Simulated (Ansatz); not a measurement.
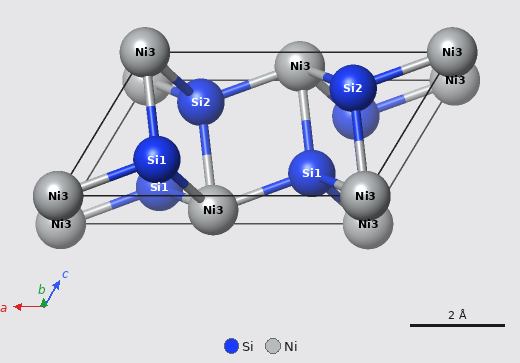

Starting structure of a crystal of Si2Ni (set up in P1). Style: ball-and-stick. Shown: the larger cell on standard axes (2 times the calculation's cell), from a free direction.

Case: cell sheared at random, sigma 0.03, atoms nudged by 0.01 Å; relaxed back.

Level of theory: DFT PBE, scalar-relativistic, plane waves, PAW in Ansatz 0.2.0.

Input file:
```yaml
crystal:
  lattice:
    - [-0.0861321723, 2.5839449661, 2.5555398353]
    - [2.7787320976, -0.1296141844, 2.5990218474]
    - [2.8026384358, 2.6513333163, -0.1535205225]
  atoms:
    - { symbol: Si, position: [0.2527574695, 0.2505029946, 0.2500259575] }
    - { symbol: Si, position: [0.7486843823, 0.7499713683, 0.7482142218] }
    - { symbol: Ni, position: [-0.0014418518, -0.0004743628, 0.0017598207] }
basis:
  ecutwfc: 420
kpoints:
  mp_grid: { grid: [10, 10, 10] }
hamiltonian:
  xc: pbe
scf:
  occupations: { method: gaussian, width: 0.15 }
output:
  forces: true
  stress: true
  eigenvalues: true
  write_density: true
  write_potential: true
  elf: true
  volumetric_format: npy
relax:
  adjacent_minimum: "off"
  f_tol: 0.01
  max_steps: 80
  cell: { stress_tol: 0.1 }
```

Launched with:
```bash
ansatz run input.yaml --threads 1 --pin off --max-ram 2560MiB --backend cpu --events-out ev --progress --plain --runs-dir out
```

> Where does the relaxation end?

The energy falls by 43.5 meV per atom in 4 accepted moves (6 points after the start). Largest force component: 0.49 eV/Å at the start, under 0.0001 eV/Å at the end. Pressure: 1.56 GPa at the start and 0.00 GPa at the end. The SCF was repeated twice at an unchanged geometry on a basis and grid sized afresh for the cell, which shifted the energy by 0.3 meV per atom at most. The largest move relative to the cell is that of Si1, 0.012 Å roughly along −c. By element the largest moves are Si 0.012 Å, Ni 0.006 Å. Cell: a 6.595 → 6.669 Å (+1.1 %), b 3.913 → 3.850 Å (−1.6 %), c 3.635 → 3.850 Å (+5.9 %), α 90.6° → 90.0°, β 120.8° → 125.3°, γ 89.1° → 90.0°. Volume +0.2 %. Some distances before and after: Si1–Ni3 2.263 → 2.358 Å, Si1–Ni3 (another image) 2.435 → 2.358 Å, Si2–Ni3 2.418 → 2.358 Å, Si1–Ni3 (another image) 2.400 → 2.358 Å. Among the angles between lasting bonds that change: Ni3–Si1–Ni3 104.2° → 109.5°, Ni3–Si1–Ni3 112.6° → 109.5°, Ni3–Si1–Ni3 112.0° → 109.5°. Within 0.06 Å the space group is C2/m at the start and Fm-3m at the end; at a tighter tolerance small leftover displacements or strains of the cell lower it. Cost: 6.6 min on 1 thread of Intel(R) Xeon(R) Platinum 8259CL CPU @ 2.50GHz (Skylake/Cascade Lake) (shared host), peak memory 0.73 GiB.

History of the run:

```tsv
step	E − E(0), meV/atom	largest force component, eV/Å	pressure, GPa	volume, Å³/atom	note
0	0.00	0.4927	1.56	13.424	
1	-32.69	0.2994	0.36	13.454	
2	-42.34	0.0793	0.75	13.386	
3	-43.21	0.0015	0.02	13.447	
4	-43.46	0.0009	0.07	13.447	same geometry, new basis
5	-43.47	0.0001	0.00	13.453	
6	-43.47	0.0001	0.00	13.453	same geometry, new basis
```

After the run, drawn alike:

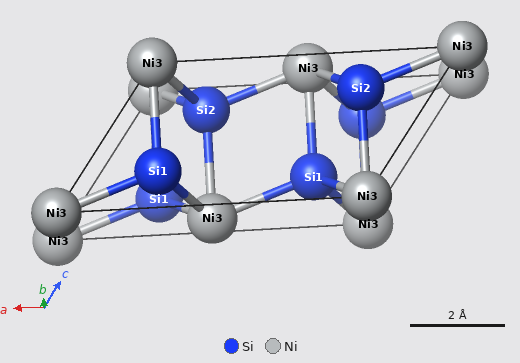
